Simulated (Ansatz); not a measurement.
System: C, space group Fd-3m (No. 227) (one of a set of cubic test structures, which need not be the stable phase).

One of the inputs:
```
crystal:
  lattice:
    - [0.0, 1.774084757137, 1.774084757137]
    - [1.774084757137, 0.0, 1.774084757137]
    - [1.774084757137, 1.774084757137, 0.0]
  atoms:
    - { symbol: C, position: [0, 0, 0] }
    - { symbol: C, position: [0.25, 0.25, 0.25] }
kpoints:
  mp_grid: { grid: [16, 16, 16] }
hamiltonian:
  xc: r2scan
  pseudopotentials: { kind: paw, source: ansatz }
scf:
  occupations: { method: fermi_dirac, width: 0.1 }
  convergence: { dr2_threshold: "1e-9 eV" }
  max_iter: 300
output:
  forces: true
  stress: true
basis:
  xc_grid: 2
```

Launched with:
```bash
ansatz run input.yaml --threads 1
```

Method: equation of state of a cubic crystal from periodic Kohn-Sham density functional theory without spin, third-order Birch-Murnaghan fit to the free energies; pressure corrected for the finite basis (Ansatz 0.2.0 development build). Level: r2SCAN.

structure type diamond; atoms in cell 2; space group number 227; lattice centring face-centred primitive; k mesh 16×16×16; occupation method Fermi–Dirac; occupation width 0.1 eV; wave cutoff 820 eV; datasets hand-made PAW; density tolerance 1e−09 eV; bands 8; density cutoff ratio 4; search for lower states default; xc grid level 2.

Predict the energy above the lowest point and pressure against volume. The volume takes the values 5.2419, 5.4128, 5.5837, 5.7546, 5.9256 Å³/atom.

A third-order Birch–Murnaghan fit gives V0 = 5.64 Å³/atom, B0 = 451 GPa and B′ = 3.7. The energy above the lowest point is 43.7 meV/atom at volume 5.2419 Å³/atom and 17.9 meV/atom at 5.9256 Å³/atom; the lowest computed point is at volume 5.5837 Å³/atom (0.0 meV/atom), and no other minimum shows. The pressure falls from 37.8 GPa at volume 5.2419 Å³/atom to −20.3 GPa at 5.9256 Å³/atom, and changes sign near 5.64 Å³/atom.

| volume (Å³/atom) | energy above the lowest point (meV/atom) | pressure (GPa) |
| --- | --- | --- |
| 5.2419 | 43.7 | 37.8 |
| 5.4128 | 13.0 | 20.1 |
| 5.5837 | 0.0 | 4.7 |
| 5.7546 | 2.3 | −8.7 |
| 5.9256 | 17.9 | −20.3 |

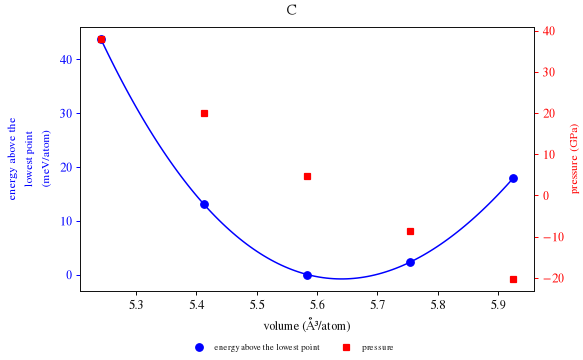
